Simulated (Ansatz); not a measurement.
# MoSe (rocksalt): the equilibrium volume, part 2 of 2

Aim: the volume at which the pressure of MoSe (rocksalt) vanishes. The start comes from a prototype table, not from a measured structure.

Ansatz 0.2.0; DFT PBE, scalar-relativistic, plane waves, PAW.

**4. Volume 19.159 Å³/atom**

input.yaml

```yaml
crystal:
  lattice:
    - [0.0, 2.6758016221, 2.6758016221]
    - [2.6758016221, 0.0, 2.6758016221]
    - [2.6758016221, 2.6758016221, 0.0]
  atoms:
    - { symbol: Mo, position: [0.5, 0.5, 0.5], spin: 2.2 }
    - { symbol: Se, position: [0.0, 0.0, 0.0] }
basis:
  ecutwfc: 420
  ecutrho_ratio: 4
kpoints:
  mp_grid: { grid: [12, 12, 12] }
hamiltonian:
  xc: pbe
scf:
  occupations: { method: gaussian, width: 0.05 }
output:
  forces: true
  stress: true
  eigenvalues: true
  populations: true
magnetization:
  spin_polarized: true
```

The run is started by

```bash
> ansatz run input.yaml --threads 2 --pin off --max-ram 2662MiB --backend cpu --events-out ev --progress --plain --runs-dir out
```

The log of the run:

```text
Warning: RAYON_NUM_THREADS=2 ignored (pool sized by the plan → 2); use --threads N
Engine: ansatz 0.2.0, aarch64-unknown-linux-gnu
Pseudopotentials: kind: paw
Pseudopotential: Mo, paw, valence charge 14, recommended cutoff 420 eV (normal), Mo.paw.azcp
Pseudopotential: Se, paw, valence charge 16, recommended cutoff 420 eV (normal), Se.paw.azcp
Functional definition: PBE
  parameter kappa = 0.804
  parameter beta = 0.06672455060314922
  exchange = pbe_x(kappa = kappa, mu = beta*pi^2/3)
  correlation = pbe_c(beta = beta)
Crystal: 2 atoms, lattice volume = 38.317 Å³
Basis set: ecut = 420 eV, 725 PW (Γ), exchange–correlation on 54×54×54 points (8 copies of the dense FFT grid, shifted against one another)
Bands: 21, of which v1, the nominal top of the filled ones, is band 15 counted from 1 (14 counted from 0)
Symmetry: 48 space group operations
Space group: Fm-3m (ITA 225), of the structure as read, at distance tolerance 3.4e-5 Å
Magnetic group: BNS 225.116 (UNI 1618), of the structure as read, at distance tolerance 3.4e-5 Å
k-points: 72 of 1728
Non-local potential: Mo, projectors of the file, l = 0: 3, l = 1: 2, l = 2: 2, l = 3: 1
Non-local potential: Se, projectors of the file, l = 0: 2, l = 1: 2, l = 2: 3, l = 3: 1
PAW form: soft (Blöchl's): semilocal exchange-correlation on the pseudo side does not see the compensation charge
PAW one-centre angular grid: Mo, 590 points (default); XC on 64 Gauss nodes
PAW one-centre angular grid: Se, 590 points (default); XC on 64 Gauss nodes
Initial density: superposition of atomic densities (chi_scale 0.1, normalization cell)
Starting moments: Σ|m| = 2.2 μB on 1 of 2 sites
Initial wavefunctions: pseudopotential atomic-orbital guess
Functional: x = pbe(κ = 0.804, μ = 0.2195149727645171), c = pbe(β = 0.06672455060314922)
SCF iter   1: F=—  HF=-10424.331339 eV  |F-HF|=—  |Δ(HF+E_count)|=         —  Δρ=3.28e-2 (↑3.28e-2 ↓1.81e-2)  dr2=1.34e0  dr2_m=4.16e-2  M=1.809 μB ∫|m|=1.814 μB  β_m=0.30  ethr=3.10e-3  ⟨swp⟩=5.8  Hψ=14109  notcnv=0
Mixer restart at iter 1: flushing history
preconditioner: auto → Kerker (q_TF=auto, 2.619 Å⁻¹)  [metal: Δε(μ)=0.012 eV  Ē_g=9.575 eV  σ=0.050 eV  W_gap=0.14  n_scr=14 (ndim 8)  ℏωp=20.8 eV  f_vac=0.000  D(μ)=3.62/eV (n_scr^D=58)]
spin=Collinear: Kerker preconditioning applied to the charge; magnetization (m = ρ↑ − ρ↓) channel mixes plain (no charge-response kernel on spin).
SCF iter   2: F=—  HF=-10424.109958 eV  |F-HF|=—  |Δ(HF+E_count)|=   2.21e-1  Δρ=2.15e-2 (↑2.15e-2 ↓1.45e-2)  dr2=6.12e-1  dr2_m=1.78e-2  M=1.871 μB ∫|m|=1.881 μB  β_m=0.59  ethr=3.10e-3  ⟨swp⟩=2.0  Hψ=4764  notcnv=0  defer=154
SCF iter   3: F=—  HF=-10423.967442 eV  |F-HF|=—  |Δ(HF+E_count)|=   1.43e-1  Δρ=1.64e-2 (↑1.64e-2 ↓1.25e-2)  dr2=1.23e-2  dr2_m=6.65e-2  M=2.366 μB ∫|m|=2.379 μB  β_m=0.79  ethr=2.04e-3  ⟨swp⟩=2.1  Hψ=4467  notcnv=0  defer=168
SCF iter   4: F=—  HF=-10423.993701 eV  |F-HF|=—  |Δ(HF+E_count)|=   2.63e-2  Δρ=8.49e-3 (↑8.49e-3 ↓6.16e-3)  dr2=3.54e-3  dr2_m=1.77e-2  M=2.531 μB ∫|m|=2.543 μB  β_m=0.90  ethr=4.08e-5  ⟨swp⟩=2.1  Hψ=6683  notcnv=0  defer=183
SCF iter   5: F=—  HF=-10423.998981 eV  |F-HF|=—  |Δ(HF+E_count)|=   5.28e-3  Δρ=2.88e-3 (↑2.88e-3 ↓2.16e-3)  dr2=7.85e-4  dr2_m=2.14e-3  M=2.594 μB ∫|m|=2.610 μB  β_m=0.76  ethr=1.18e-5  ⟨swp⟩=2.0  Hψ=5869  notcnv=0  defer=183
SCF iter   6: F=—  HF=-10423.998307 eV  |F-HF|=—  |Δ(HF+E_count)|=   6.74e-4  Δρ=6.63e-4 (↑6.63e-4 ↓5.75e-4)  dr2=5.23e-5  dr2_m=1.25e-4  M=2.584 μB ∫|m|=2.599 μB  β_m=0.88  ethr=2.62e-6  ⟨swp⟩=2.0  Hψ=5282  notcnv=0  defer=183
SCF iter   7: F=—  HF=-10423.998284 eV  |F-HF|=—  |Δ(HF+E_count)|=   2.33e-5  Δρ=6.34e-5 (↑6.34e-5 ↓4.67e-5)  dr2=3.61e-6  dr2_m=3.97e-7  M=2.581 μB ∫|m|=2.596 μB  β_m=0.94  ethr=1.74e-7  ⟨swp⟩=2.0  Hψ=4804  notcnv=0  defer=183
SCF iter   8: F=—  HF=-10423.998285 eV  |F-HF|=—  |Δ(HF+E_count)|=   4.46e-7  Δρ=2.65e-5 (↑2.65e-5 ↓2.38e-5)  dr2=2.56e-7  dr2_m=1.74e-7  M=2.581 μB ∫|m|=2.596 μB  β_m=0.97  ethr=1.20e-8  ⟨swp⟩=2.0  Hψ=3751  notcnv=0  defer=183
SCF iter   9: F=—  HF=-10423.998285 eV  |F-HF|=—  |Δ(HF+E_count)|=   1.09e-7  Δρ=3.78e-6 (↑3.78e-6 ↓3.50e-6)  dr2=3.57e-9  dr2_m=3.69e-9  M=2.581 μB ∫|m|=2.596 μB  β_m=0.98  ethr=8.52e-10  ⟨swp⟩=2.0  Hψ=3869  notcnv=0  defer=183
SCF iter  10: F=-10423.998285 eV  HF=-10423.998285 eV  |F-HF|=3.29e-10  |Δ(HF+E_count)|=   3.24e-9  Δρ=9.75e-7 (↑9.75e-7 ↓9.29e-7)  dr2=1.11e-10  dr2_m=2.70e-10  M=2.581 μB ∫|m|=2.596 μB  ethr=1.19e-11  ⟨swp⟩=4.9  Hψ=10586  notcnv=0
SCF 1 converged in 10 iterations: F = -10423.998285 eV  dr2 = 1.11e-10
SCF converged after 10 iterations
Magnetization: 2.5809 μB (16.2904 up, 13.7096 down)
Absolute magnetization: 2.5950 μB (∫|ρ↑−ρ↓|, with the PAW one-centre terms)
Spin contamination: 0.0169 ħ² per cell (⟨S²⟩ above its minimum at these occupations)
Per-site moments (μB) at R_I (Å): [(2.002965104324968, 1.10376816911625), (0.028587273955470335, 1.10376816911625)]
Free energy (F): -10423.998285 eV
Harris-Foulkes:  -10423.998285 eV  (|F-HF|=3.29e-10)
Internal energy: -10423.996702 eV  (E = F + TS)
E sigma→0 (E₀):  -10423.997494 eV
Entropy (-TS):   -0.001582 eV (-0.791 meV/atom)
Fermi energy:    15.136524 eV
--- Per-component energies (eV) ---
  E_band       = -432.039164
  E_kinetic    = 561.793423
  E_local      = -3090.703628  (includes V_loc(G=0)·N_el)
  E_nonlocal   = -447.814628
  E_hartree    = 1399.769718
  E_xc         = -287.099599
  E_vxc        = -326.485929  (∫ρ·V_xc dr)
  E_paw        = -5115.074006  (= ΣΔE_a)
  E_vpaw       = 71.632999  (= ΣTr[D̂ρ^β])
  E_aug_tail   = -0.000566  (compensation charges beyond the density's cutoff)
  E_ewald      = -3444.867416
  E_smearing   = -0.001582  (= −TS)
  E_closure    = 0.000000  (closes the sum)
  Σ components = -10423.998285   (vs F -10423.998285, Δ=0.00e0)
--- Forces (eV/Å), atoms counted from 1 ---
  atom   1  Mo     0.00000000     0.00000000     0.00000000
  atom   2  Se    -0.00000000     0.00000000     0.00000000
  max |Σ_I F_I| component: 8.04e-29 eV/Å
--- Stress (GPa, compression-positive) ---
        0.000231      -0.000000      -0.000000
       -0.000000       0.000231       0.000000
       -0.000000       0.000000       0.000231
  P = ⅓ Tr σ = 0.0002 GPa (0.002 kbar)
--- Band table (eV; the first three rows and the last of 144) ---
  k-point 0 ↑: bands = ["-46.6059", "-33.8336", "-33.8336", "-33.8206", "-33.8206", "-33.8206", "-20.7883", "-20.7883", "-20.7883", "-0.3916", "12.7583", "12.7583", "12.7583", "12.8903", "12.8903", "12.8903", "13.2895", "13.2895", "17.0023", "23.0314", "26.4189"]
  k-point 1 ↑: bands = ["-46.6055", "-33.8336", "-33.8336", "-33.8206", "-33.8206", "-33.8206", "-20.7939", "-20.7887", "-20.7887", "-0.3169", "11.8756", "12.0593", "12.0593", "12.9067", "12.9067", "13.3186", "14.1706", "14.1706", "17.5336", "23.0726", "25.8925"]
  k-point 2 ↑: bands = ["-46.6046", "-33.8337", "-33.8337", "-33.8206", "-33.8205", "-33.8205", "-20.8093", "-20.7898", "-20.7898", "-0.1034", "10.6719", "11.2527", "11.2527", "13.1325", "13.1325", "13.5822", "15.3244", "15.3244", "18.6317", "22.8388", "25.1130"]
  k-point 71 ↓: bands = ["-45.1494", "-33.8271", "-33.8264", "-33.8186", "-33.8186", "-33.8180", "-19.2315", "-19.2315", "-19.2102", "0.9572", "9.9131", "9.9131", "9.9929", "15.6627", "15.6627", "16.3764", "16.6685", "16.8543", "22.5073", "23.5227", "23.5806"]
--- Löwdin populations: 2 sites ---
  site symbol       q [e]    m [muB]
     0     Mo     13.7683     2.5551
     1     Se     16.1375     0.0142
  spilling = 0.003141 (of n_electrons = 30.000000)
```

Run time: 5 s. Hardware: 2 threads of Arm Neoverse V1, shared host; peak memory 0.39 GiB.

Read off: volume 19.159 Å³/atom, pressure 0.00 GPa, a metal on this mesh, moments in the atoms' spheres Mo 2.00 μB.

**5. Pressure against volume so far**

```csv
step,level,mesh,relaxed,volume (Å³/atom),pressure (GPa)
2,PBE,12×12×12,nothing,19.034,0.66
3,PBE,12×12×12,nothing,19.118,0.21
4,PBE,12×12×12,nothing,19.159,0.00
```

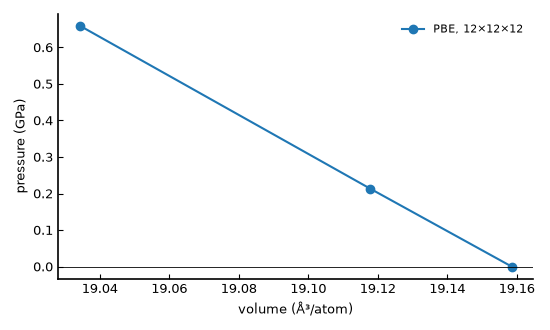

Pressure against volume, run by run.

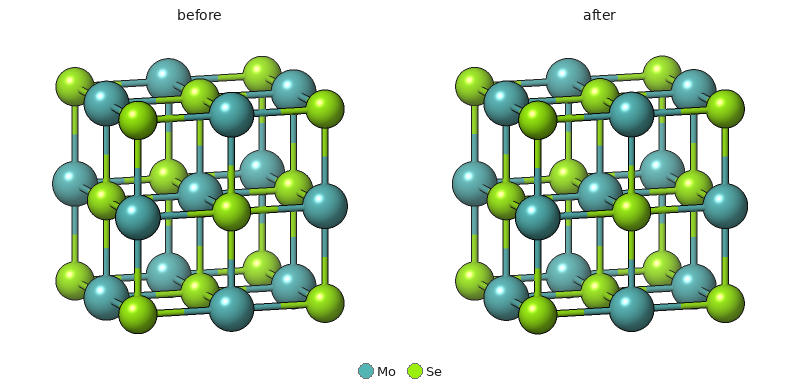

Before and after, drawn at the same scale. Drawn in the start's conventional cell.

The cell before and after:

| cell as typed | before | after | change |
| --- | --- | --- | --- |
| a (Å) | 3.776 | 3.784 | +0.2 % |
| b (Å) | 3.776 | 3.784 | +0.2 % |
| c (Å) | 3.776 | 3.784 | +0.2 % |
| volume (Å³/atom) | 19.034 | 19.159 | +0.7 % |
| shortest distance (Å) | 2.670 | 2.676 | +0.2 % |
| space group | Fm-3m | Fm-3m | same |

**6. Summary of results**

This closing draws on all 2 parts. Changes of volume or cell count from the first structure of part 1.

```
               quantity                                                                      value
                 volume                                                             19.159 Å³/atom
               pressure                                                                   0.00 GPa
      conventional cell  a = 5.352 Å, b = 5.352 Å, c = 5.352 Å, α = 90.00°, β = 90.00°, γ = 90.00°
        gap on the mesh                                                               none (metal)
spin moments in spheres                                                                 Mo 2.00 μB
```

**Reading.** From the first run shown, the volume went from 19.03 to 19.16 Å³/atom (+0.7 %) in 3 runs, where the pressure is zero within 0.01 GPa. Another start or magnetic order reached a lower energy, so these numbers don't belong to the lowest state found.
